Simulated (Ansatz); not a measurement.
Band-structure calculation, with input and output: SnS2 (part 2 of 2)

The same run, continued: SnS2 (P-3m1, 3 atoms in the cell); DFT, HSE06, plane waves, PAW, no spin polarisation (Ansatz 0.2.0); cutoff 420 eV, 6×6×4 k-mesh, fixed occupations. The structure was built on a prototype by a generator. The geometry comes from this level: r2scan-rvv10 (a point of a series of strains).

Geometry of the input (Å; fractional positions):
```
3.6608  0.0000  0.0000
-1.8304  3.1703  0.0000
0.0000  0.0000  5.9618
Sn 0.0000  0.0000  0.0000
S  0.3333  0.6667  0.2456
S  0.6667  0.3333  0.7544
```

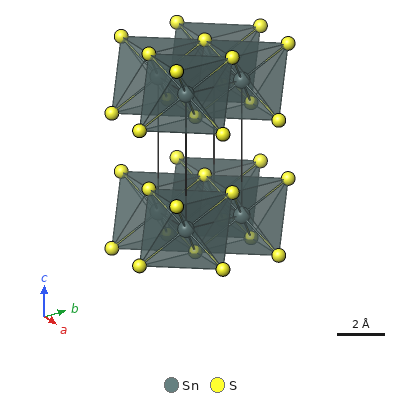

**Figure 1.** The structure as given in the input (polyhedral view of the cell of the calculation, seen slightly off an axis; polyhedra are completed across the faces of the cell).

### Output, continued
```
--- Per-component energies (eV) ---
  E_band       = -167.833566
  E_kinetic    = 399.457109
  E_local      = -1631.253366  (includes V_loc(G=0)·N_el)
  E_nonlocal   = 26.018595
  E_hartree    = 862.711451
  E_xc         = -454.545400
  E_vxc        = -215.419680  (∫ρ·V_xc dr)
  E_exx        = -59.133425  (= α·E_x^exact, valence–valence)
  E_paw        = -5410.689496  (= ΣΔE_a)
  E_vpaw       = -353.791948  (= ΣTr[D̂ρ^β])
  E_aug_tail   = 0.000002  (compensation charges beyond the density's cutoff)
  E_ewald      = -1567.302566
  E_core_change = 0.072176  (= ΣΔE_core)
  E_smearing   = -0.000000  (= −TS)
  E_closure    = 0.000001  (closes the sum)
  Σ components = -7834.664919   (vs F -7834.664919, Δ=9.09e-13)
--- Forces (eV/Å), atoms counted from 1 ---
  atom   1  Sn    -0.00000000    -0.00000000     0.00000000
  atom   2  S     -0.00000000     0.00000000    -0.26153323
  atom   3  S      0.00000000    -0.00000000     0.26153323
  max |Σ_I F_I| component: 5.27e-31 eV/Å
--- Stress (GPa, compression-positive) ---
       -0.094734       0.000000       0.000000
        0.000000      -0.094734       0.000000
        0.000000       0.000000      -0.058506
  P = ⅓ Tr σ = -0.0827 GPa (-0.827 kbar)
--- Band table (eV; the first three rows and the last of 24) ---
  k-point 0: bands = ["-17.2511", "-17.2511", "-17.1811", "-17.1571", "-17.1571", "-9.4639", "-7.2888", "-0.3280", "4.9573", "4.9573", "5.3031", "5.3031", "5.5778", "8.5006", "10.2229", "12.1448", "12.1448"]
  k-point 1: bands = ["-17.2511", "-17.2511", "-17.1810", "-17.1571", "-17.1571", "-9.3889", "-7.4579", "0.1449", "4.6161", "4.9126", "4.9126", "5.3686", "5.3686", "9.1465", "10.2633", "12.0180", "12.0180"]
  k-point 2: bands = ["-17.2511", "-17.2511", "-17.1809", "-17.1572", "-17.1572", "-9.3023", "-7.6330", "0.7739", "3.6653", "4.8780", "4.8780", "5.4243", "5.4243", "9.6299", "10.2959", "11.8988", "11.8988"]
  k-point 23: bands = ["-17.2832", "-17.2832", "-17.1519", "-17.1519", "-17.1296", "-6.8097", "-6.8097", "-1.9248", "1.2950", "1.2950", "1.8492", "5.2441", "5.2441", "9.6972", "12.1616", "12.1616", "14.0299"]
```

### File bands.tsv
```
# k_distance	band_0	band_1	band_2	band_3	band_4	band_5	band_6	band_7	band_8	band_9	band_10	band_11	band_12	band_13	band_14	band_15	band_16
# fermi_ev = 5.577824
# lock_threshold_ev = 1e-6
# [0, 0, 0] at k_distance = 0.000000
# [0.5, 0, 0] at k_distance = 0.990943
# [0.3333333333, 0.3333333333, 0] at k_distance = 1.563064
# [0, 0, 0.5] at k_distance = 2.822815
# [0.5, 0, 0.5] at k_distance = 3.813758
# [0.3333333333, 0.3333333333, 0.5] at k_distance = 4.385879
# [0, -0.5, 0.25] at k_distance = 6.465449
# [-0.078125, 0.15625, 0] at k_distance = 7.723864
# [0, 0.463542, 0.322917] at k_distance = 8.501678
# levels_relative_to = fermi_ev
# free_energy_ev = -7834.664919
# largest_residual_norms_ev = 5.494e-4 1.202e-4 1.283e-4 1.679e-4 1.572e-4 1.787e-4 2.280e-4 4.946e-4 9.074e-4 1.001e-3 6.464e-4 8.369e-4 8.078e-4 9.064e-4 9.497e-4 1.070e-3 8.910e-4
0.000000	-22.828903	-22.828903	-22.758935	-22.734958	-22.734958	-15.041752	-12.866631	-5.905838	-0.620552	-0.620552	-0.274770	-0.274770	0.000000	2.922747	4.645045	6.566971	6.566971
0.990943	-22.918008	-22.800903	-22.769206	-22.701536	-22.697050	-13.004055	-12.291628	-7.269268	-4.657850	-2.811684	-2.669646	-0.918311	-0.222958	2.579920	5.561494	7.068378	7.416297
1.563064	-22.860908	-22.860908	-22.729749	-22.729749	-22.707548	-12.404479	-12.404479	-7.584014	-3.786304	-3.786304	-3.385446	-1.335010	-1.335010	3.108332	8.247994	8.247994	9.039720
2.822815	-22.828932	-22.828932	-22.758751	-22.734985	-22.734985	-14.880135	-13.210816	-4.803927	-1.912572	-0.699810	-0.699810	-0.153500	-0.153500	4.052124	4.718027	6.321026	6.321026
3.813758	-22.918278	-22.800938	-22.769278	-22.701377	-22.697047	-12.910697	-12.360186	-7.427314	-5.087319	-2.520389	-1.904563	-0.690236	-0.540533	2.414677	5.774813	6.750716	7.453632
4.385879	-22.861071	-22.861071	-22.729759	-22.729759	-22.707403	-12.387482	-12.387482	-7.502659	-4.282854	-4.282854	-3.728632	-0.333694	-0.333694	4.119396	6.583787	6.583787	8.452055
6.465449	-22.918145	-22.800929	-22.769241	-22.701461	-22.697048	-12.960412	-12.322774	-7.352304	-4.886331	-2.599314	-2.423095	-0.677360	-0.379554	2.386603	5.648394	7.368543	7.760404
7.723864	-22.842081	-22.821488	-22.751164	-22.740351	-22.731821	-14.822012	-12.716827	-5.849931	-1.969996	-1.663085	-0.509549	-0.344197	0.020576	3.798488	5.583550	6.145637	7.027643
8.501678	-22.916992	-22.801017	-22.768883	-22.702157	-22.697844	-12.999928	-12.323647	-7.363464	-4.894021	-2.545597	-2.176482	-0.723969	-0.450148	2.335883	5.761089	7.386828	7.540648
```

### File rho_z.tsv
```
# z_ang	rho[e/angstrom^3]
# format = ansatz-planar-average/11
# lattice	3.660754809	0.000000000	0.000000000
# lattice	-1.830377404	3.170306661	0.000000000
# lattice	0.000000000	0.000000000	5.961780884
# sites	3
# site	50	0.000000000	0.000000000	0.000000000
# site	16	0.000000000	2.113537774	1.464156953
# site	16	1.830377404	1.056768887	4.497623931
0.000000	1.158137e0
0.149045	1.068894e0
0.298089	8.559991e-1
0.447134	6.324312e-1
0.596178	4.791785e-1
0.745223	4.096291e-1
0.894267	3.931453e-1
1.043312	3.911277e-1
1.192356	3.803946e-1
1.341401	3.599267e-1
1.490445	3.405517e-1
1.639490	3.269847e-1
1.788534	3.101344e-1
1.937579	2.772078e-1
2.086623	2.264605e-1
2.235668	1.689311e-1
2.384712	1.179167e-1
2.533757	8.018642e-2
2.682801	5.579411e-2
2.831846	4.240983e-2
2.980890	3.817082e-2
3.129935	4.240983e-2
3.278979	5.579411e-2
3.428024	8.018642e-2
3.577069	1.179167e-1
3.726113	1.689311e-1
3.875158	2.264605e-1
4.024202	2.772078e-1
4.173247	3.101344e-1
4.322291	3.269847e-1
4.471336	3.405517e-1
4.620380	3.599267e-1
4.769425	3.803946e-1
4.918469	3.911277e-1
5.067514	3.931453e-1
5.216558	4.096291e-1
5.365603	4.791785e-1
5.514647	6.324312e-1
5.663692	8.559991e-1
5.812736	1.068894e0
```

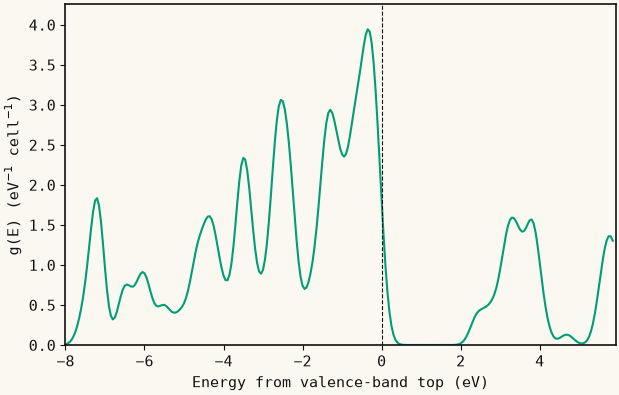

**Figure 2.** Density of states (the curve is built from the levels of the k mesh with Gaussians 0.4 eV wide, which also blur the band edges), with energies from the valence-band top. There is a gap of 2.39 eV on the k-point mesh. Small ripples come from the finite k-point mesh.

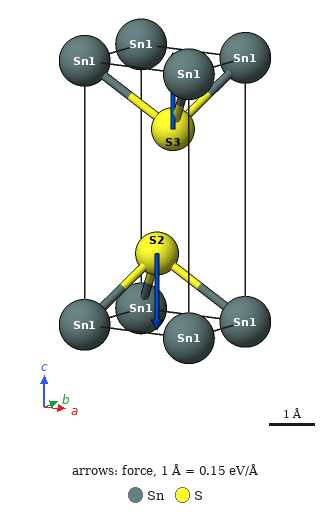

**Figure 3.** Forces on the atoms as blue arrows (ball-and-stick view of the cell of the calculation, seen slightly off an axis; atoms are numbered from 1 in the order of the input). The largest act on S2, S3 (0.26 eV/Å). The geometry is not a stationary point of this energy.

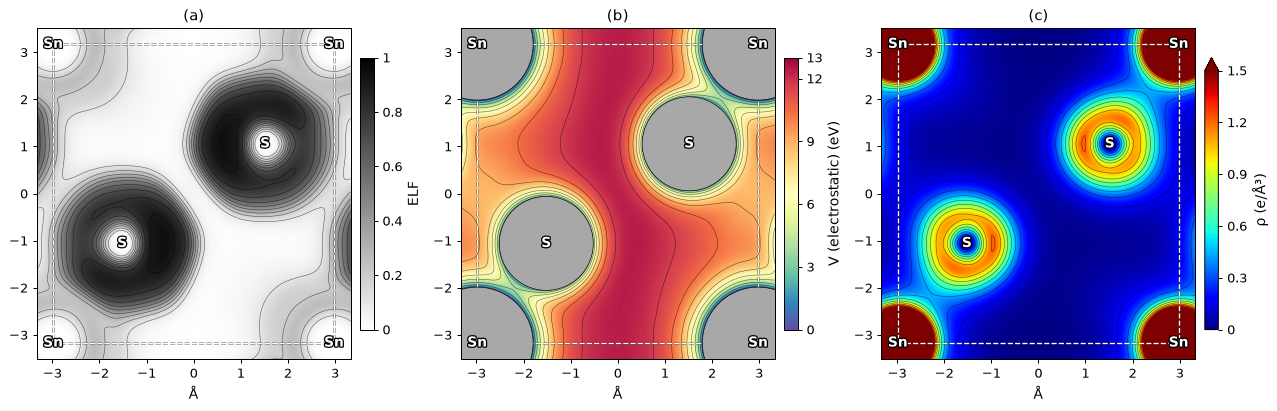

**Figure 4.** (a) ELF; (b) electrostatic potential energy of an electron; (c) valence electron density on the (110) plane of the conventional cell. Grey discs, where drawn, cover atomic cores. Atoms in the plane: Sn and S. Sn–S (2.57 Å): ρ is about 0.45 e/Å³ halfway; the ELF is about 0.60 at the midpoint. Away from the nuclei the density in this plane falls to 0.008 e/Å³ at its lowest. Outside the cores the potential energy rises away from the atoms and is highest about 1.9 Å from the nearest atoms; outside the discs it spans about 11 eV, and its zero is arbitrary. In a PAW calculation such maps are meaningful between the atoms, not at the nuclei.
